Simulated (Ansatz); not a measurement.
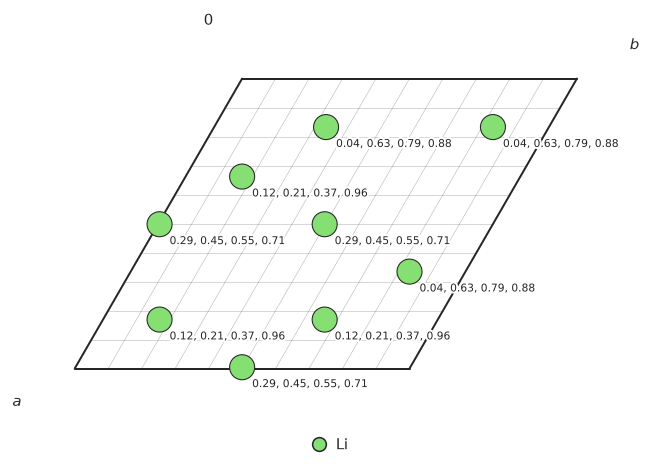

Plan of a unit cell projected along c (a down the page, b across); the numbers are heights as fractions of c, and atoms on the cell's edges are repeated. The grid marks tenths of a and b. Source: coordinates from a relaxation with Ansatz, DFT r2SCAN, scalar-relativistic, plane waves, PAW; the starting structure was generated, so it need not be a known form of this composition. Geometry calculated from the standardised cell; symmetry tolerance 0.002 Å.

a = 5.899 Å, b = 5.899 Å, c = 29.653 Å, α = 90.00°, β = 90.00°, γ = 120.00°.

**What does the cell contain?**

36 Li: Li, Z = 36.

**Which space group?**

R-3m (No. 166, hexagonal axes), rhombohedral (trigonal, hexagonal axes).

**Give the fractional coordinates of all atoms, to two places.**

| atom | x | y | z |
| --- | --- | --- | --- |
| Li | 0.17 | 0.83 | 0.88 |
| Li | 0.17 | 0.33 | 0.88 |
| Li | 0.67 | 0.83 | 0.88 |
| Li | 0.17 | 0.83 | 0.79 |
| Li | 0.67 | 0.83 | 0.79 |
| Li | 0.17 | 0.33 | 0.79 |
| Li | 0.50 | 0.50 | 0.71 |
| Li | 0.50 | 0.00 | 0.71 |
| Li | 0.00 | 0.50 | 0.71 |
| Li | 0.83 | 0.17 | 0.96 |
| Li | 0.34 | 0.17 | 0.96 |
| Li | 0.83 | 0.66 | 0.96 |
| Li | 0.83 | 0.17 | 0.21 |
| Li | 0.83 | 0.67 | 0.21 |
| Li | 0.33 | 0.17 | 0.21 |
| Li | 0.83 | 0.17 | 0.12 |
| Li | 0.33 | 0.17 | 0.12 |
| Li | 0.83 | 0.67 | 0.12 |
| Li | 0.17 | 0.83 | 0.04 |
| Li | 0.17 | 0.34 | 0.04 |
| Li | 0.66 | 0.83 | 0.04 |
| Li | 0.50 | 0.50 | 0.29 |
| Li | 0.00 | 0.50 | 0.29 |
| Li | 0.50 | 0.00 | 0.29 |
| Li | 0.50 | 0.50 | 0.55 |
| Li | 0.50 | 0.00 | 0.55 |
| Li | 0.00 | 0.50 | 0.55 |
| Li | 0.50 | 0.50 | 0.45 |
| Li | 0.00 | 0.50 | 0.45 |
| Li | 0.50 | 0.00 | 0.45 |
| Li | 0.84 | 0.16 | 0.37 |
| Li | 0.84 | 0.67 | 0.37 |
| Li | 0.33 | 0.16 | 0.37 |
| Li | 0.16 | 0.84 | 0.63 |
| Li | 0.67 | 0.84 | 0.63 |
| Li | 0.16 | 0.33 | 0.63 |
